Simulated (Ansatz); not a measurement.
# Mg: geometry relaxation (part 2 of 2)

The same run, continued: Mg (P6₃/mmc, 8 atoms in the cell); DFT PBE, scalar-relativistic, plane waves, PAW, no spin polarisation (Ansatz 0.2.0); cutoff 420 eV, 6×6×7 k-mesh, Gaussian smearing of 0.1 eV. The structure derives from a Materials Project entry. It belongs to a series of runs on one base structure; here: film's bulk on the substrate's plane, third vector and atoms relaxed.

Geometry of the input (Å; fractional positions):
```
6.6654  0.0000  0.0000
-3.3327  5.7724  0.0000
0.0000  0.0000  4.9173
Mg 0.3333  0.6667  0.2500
Mg 0.3333  0.1667  0.2500
Mg 0.8333  0.6667  0.2500
Mg 0.8333  0.1667  0.2500
Mg 0.1667  0.3333  0.7500
Mg 0.1667  0.8333  0.7500
Mg 0.6667  0.3333  0.7500
Mg 0.6667  0.8333  0.7500
```

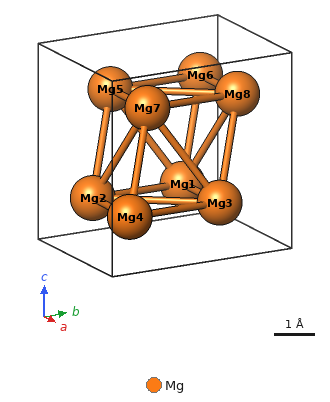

Figure 1. The geometry at step 3 of the log (ball-and-stick view of the cell of the calculation, seen slightly off an axis; atoms are numbered from 1 in the order of the input).

```
basis re-selected at this cell: Δ(F+E_penalty+E_count) = -8.575e-5 eV, ΔP = -0.000 GPa vs the last step (what re-selecting the basis moved, of the pressure what is left beyond the Pulay correction that the steps carried, after the strain that the cell walked since its last selection, with what the two solves' SCF thresholds leave and, on support functions, any second-order correction that the steps lacked; it is no measure of the basis error at this ecutwfc). This SCF's stress stands 3.80e-2 GPa from its target on what of the cell is left free (relax.cell.stress_tol is 1.00e-1 GPa) and its largest allowed force component is 1.15e-17 eV/Å (relax.f_tol is 1.00e-2 eV/Å): within both
SCF converged after 5 iterations
Free energy (F): -15390.318449 eV
Harris-Foulkes:  -15390.318449 eV  (|F-HF|=6.18e-11)
Internal energy: -15390.306127 eV  (E = F + TS)
E sigma→0 (E₀):  -15390.312288 eV
Entropy (-TS):   -0.012322 eV (-1.540 meV/atom)
Fermi energy:    5.131345 eV
--- Per-component energies (eV) ---
  E_band       = -2901.289279
  E_kinetic    = 595.699901
  E_local      = -13152.791281  (includes V_loc(G=0)·N_el)
  E_nonlocal   = 765.534805
  E_hartree    = 4704.821273
  E_xc         = -225.455707
  E_vxc        = -290.760207  (∫ρ·V_xc dr)
  E_paw        = -2341.294912  (= ΣΔE_a)
  E_vpaw       = -228.615036  (= ΣTr[D̂ρ^β])
  E_aug_tail   = -0.000024  (compensation charges beyond the density's cutoff)
  E_ewald      = -5736.820182
  E_smearing   = -0.012322  (= −TS)
  E_closure    = 0.000000  (closes the sum)
  Σ components = -15390.318449   (vs F -15390.318449, Δ=0.00e0)
--- Forces (eV/Å), atoms counted from 1 ---
  atom   1  Mg     0.00000000    -0.00000000    -0.00000000
  atom   2  Mg     0.00000000     0.00000000    -0.00000000
  atom   3  Mg     0.00000000     0.00000000     0.00000000
  atom   4  Mg     0.00000000    -0.00000000     0.00000000
  atom   5  Mg    -0.00000000    -0.00000000    -0.00000000
  atom   6  Mg    -0.00000000     0.00000000    -0.00000000
  atom   7  Mg    -0.00000000    -0.00000000     0.00000000
  atom   8  Mg    -0.00000000    -0.00000000     0.00000000
  max |Σ_I F_I| component: 8.38e-18 eV/Å
--- Stress (GPa, compression-positive) ---
       -2.653309      -0.000000       0.000000
        0.000000      -2.653309       0.000000
        0.000000       0.000000      -0.037950
  P = ⅓ Tr σ = -1.7815 GPa (-17.815 kbar)
--- Band table (eV; the first three rows and the last of 28) ---
  k-point 0: bands = ["-70.9046", "-70.9027", "-70.9027", "-70.9027", "-70.9017", "-70.9017", "-70.9017", "-70.9016", "-37.6728", "-37.6663", "-37.6663", "-37.6663", "-37.6612", "-37.6612", "-37.6612", "-37.6607", "-37.6607", "-37.6607", "-37.6573", "-37.6573", "-37.6573", "-37.6523", "-37.6523", "-37.6505", "-37.6505", "-37.6505", "-37.6488", "-37.6488", "-37.6488", "-37.6465", "-37.6465", "-37.6418", "-1.5009", "2.8685", "2.8685", "2.8685", "2.9920", "2.9920", "2.9920", "3.9551", "4.5616", "7.8709", "7.8709", "7.8709", "8.3410", "8.3410", "8.3410", "8.7756"]
  k-point 1: bands = ["-70.9045", "-70.9026", "-70.9026", "-70.9026", "-70.9018", "-70.9017", "-70.9017", "-70.9017", "-37.6713", "-37.6680", "-37.6680", "-37.6680", "-37.6628", "-37.6628", "-37.6628", "-37.6582", "-37.6582", "-37.6582", "-37.6569", "-37.6569", "-37.6569", "-37.6520", "-37.6520", "-37.6497", "-37.6497", "-37.6497", "-37.6492", "-37.6492", "-37.6492", "-37.6468", "-37.6468", "-37.6434", "-1.3802", "2.7337", "2.9839", "2.9839", "2.9839", "3.1033", "3.1033", "3.1033", "5.9900", "6.9409", "6.9409", "6.9409", "7.0951", "7.0951", "7.0951", "10.0447"]
  k-point 2: bands = ["-70.9041", "-70.9025", "-70.9025", "-70.9025", "-70.9022", "-70.9019", "-70.9019", "-70.9019", "-37.6698", "-37.6698", "-37.6698", "-37.6670", "-37.6659", "-37.6659", "-37.6659", "-37.6557", "-37.6557", "-37.6557", "-37.6543", "-37.6543", "-37.6543", "-37.6512", "-37.6512", "-37.6504", "-37.6504", "-37.6504", "-37.6487", "-37.6487", "-37.6487", "-37.6477", "-37.6476", "-37.6476", "-1.0191", "1.4659", "3.3259", "3.3259", "3.3259", "3.4336", "3.4336", "3.4336", "5.7806", "5.7806", "5.7806", "5.8749", "5.8749", "5.8749", "7.8780", "11.4343"]
  k-point 27: bands = ["-70.9027", "-70.9027", "-70.9027", "-70.9023", "-70.9023", "-70.9023", "-70.9020", "-70.9020", "-37.6670", "-37.6670", "-37.6652", "-37.6652", "-37.6652", "-37.6627", "-37.6627", "-37.6627", "-37.6606", "-37.6583", "-37.6537", "-37.6537", "-37.6537", "-37.6526", "-37.6526", "-37.6526", "-37.6505", "-37.6505", "-37.6505", "-37.6480", "-37.6480", "-37.6480", "-37.6480", "-37.6480", "1.0625", "1.0625", "1.0625", "1.8791", "1.8791", "1.8791", "5.1461", "5.1461", "5.4665", "6.2493", "6.5095", "6.5095", "9.4885", "9.4885", "9.4885", "9.5245"]
--- Relaxed structure (3 steps of the walk, 3 accepted, 1 SCFs on fresh bases) ---
  F+E_penalty+E_count = -15390.31844895 eV   max|allowed force component| = 1.153e-17 eV/Å   (the final SCF, on the basis selected at the relaxed cell)
  cell:  # Å, volume = 194.6449 Å³
    - [6.665439556058273, -2.8867291219166198e-11, -7.453800033019035e-35]
    - [-3.3327197780041367, 5.772439982950569, -9.18346035027781e-35]
    - [-5.498846366250473e-35, -1.0997692732500945e-34, 5.058884933356953]
  atoms:
    - { symbol: Mg, position: [0.3333333333333333, 0.6666666666666666, 0.25] }
    - { symbol: Mg, position: [0.33333333333333337, 0.16666666666666666, 0.25] }
    - { symbol: Mg, position: [0.8333333333333333, 0.6666666666666666, 0.25] }
    - { symbol: Mg, position: [0.8333333333333333, 0.16666666666666666, 0.25] }
    - { symbol: Mg, position: [0.16666666666666663, 0.33333333333333337, 0.75] }
    - { symbol: Mg, position: [0.16666666666666663, 0.8333333333333334, 0.75] }
    - { symbol: Mg, position: [0.6666666666666665, 0.3333333333333334, 0.75] }
    - { symbol: Mg, position: [0.6666666666666665, 0.8333333333333334, 0.75] }
```

**Trajectory as extended XYZ (Å, eV, eV/Å), 4 frames, from step=1 to step=4**
```
8
Lattice="6.6654 0.0000 0.0000 -3.3327 5.7724 0.0000 0.0000 0.0000 4.9173" Properties=species:S:1:pos:R:3:forces:R:3 step=1 energy=-15390.28390 pressure_GPa=-0.77
Mg    0.0000    3.8483    1.2293    0.0000   0.0000   0.0000
Mg    1.6664    0.9621    1.2293    0.0000   0.0000   0.0000
Mg    3.3327    3.8483    1.2293    0.0000   0.0000   0.0000
Mg    4.9991    0.9621    1.2293    0.0000   0.0000   0.0000
Mg    0.0000    1.9241    3.6879    0.0000   0.0000   0.0000
Mg   -1.6664    4.8104    3.6879    0.0000   0.0000   0.0000
Mg    3.3327    1.9241    3.6879    0.0000   0.0000   0.0000
Mg    1.6664    4.8104    3.6879    0.0000   0.0000   0.0000
8
Lattice="6.6654 0.0000 0.0000 -3.3327 5.7724 0.0000 0.0000 0.0000 5.0301" Properties=species:S:1:pos:R:3:forces:R:3 step=2 energy=-15390.31705 pressure_GPa=-1.59
Mg    0.0000    3.8483    1.2575    0.0000   0.0000   0.0000
Mg    1.6664    0.9621    1.2575    0.0000   0.0000   0.0000
Mg    3.3327    3.8483    1.2575    0.0000   0.0000   0.0000
Mg    4.9991    0.9621    1.2575    0.0000   0.0000   0.0000
Mg    0.0000    1.9241    3.7726    0.0000   0.0000   0.0000
Mg   -1.6664    4.8104    3.7726    0.0000   0.0000   0.0000
Mg    3.3327    1.9241    3.7726    0.0000   0.0000   0.0000
Mg    1.6664    4.8104    3.7726    0.0000   0.0000   0.0000
8
Lattice="6.6654 0.0000 0.0000 -3.3327 5.7724 0.0000 0.0000 0.0000 5.0589" Properties=species:S:1:pos:R:3:forces:R:3 step=3 energy=-15390.31836 pressure_GPa=-1.78
Mg    0.0000    3.8483    1.2647    0.0000   0.0000   0.0000
Mg    1.6664    0.9621    1.2647    0.0000   0.0000   0.0000
Mg    3.3327    3.8483    1.2647    0.0000   0.0000   0.0000
Mg    4.9991    0.9621    1.2647    0.0000   0.0000   0.0000
Mg    0.0000    1.9241    3.7942    0.0000   0.0000   0.0000
Mg   -1.6664    4.8104    3.7942    0.0000   0.0000   0.0000
Mg    3.3327    1.9241    3.7942    0.0000   0.0000   0.0000
Mg    1.6664    4.8104    3.7942    0.0000   0.0000   0.0000
8
Lattice="6.6654 0.0000 0.0000 -3.3327 5.7724 0.0000 0.0000 0.0000 5.0589" Properties=species:S:1:pos:R:3:forces:R:3 step=4 energy=-15390.31845 pressure_GPa=-1.78
Mg    0.0000    3.8483    1.2647    0.0000   0.0000   0.0000
Mg    1.6664    0.9621    1.2647    0.0000   0.0000   0.0000
Mg    3.3327    3.8483    1.2647    0.0000   0.0000   0.0000
Mg    4.9991    0.9621    1.2647    0.0000   0.0000   0.0000
Mg    0.0000    1.9241    3.7942    0.0000   0.0000   0.0000
Mg   -1.6664    4.8104    3.7942    0.0000   0.0000   0.0000
Mg    3.3327    1.9241    3.7942    0.0000   0.0000   0.0000
Mg    1.6664    4.8104    3.7942    0.0000   0.0000   0.0000
```

**Results in brief**

- outcome: converged
- space group (tolerance 0.01 Å): P6₃/mmc (194)
- electrons treated: 80
- free energy: −15390.3184 eV
- Fermi energy: 5.131 eV
- gap on the k-point mesh: none (metallic)
- pressure: −1.78 GPa
- final volume: 194.64 Å³
- largest force (length of the vector) at the end: under 0.001 eV/Å
- final cell: a = 6.665 Å, b = 6.665 Å, c = 5.059 Å, α = 90.00°, β = 90.00°, γ = 120.00°
- hardware: 8 threads of Intel Xeon @ 2.70GHz, 189 GiB of memory available, shared host
- wall time: 10 s (CPU time 68 s)
- peak memory: 0.78 GiB
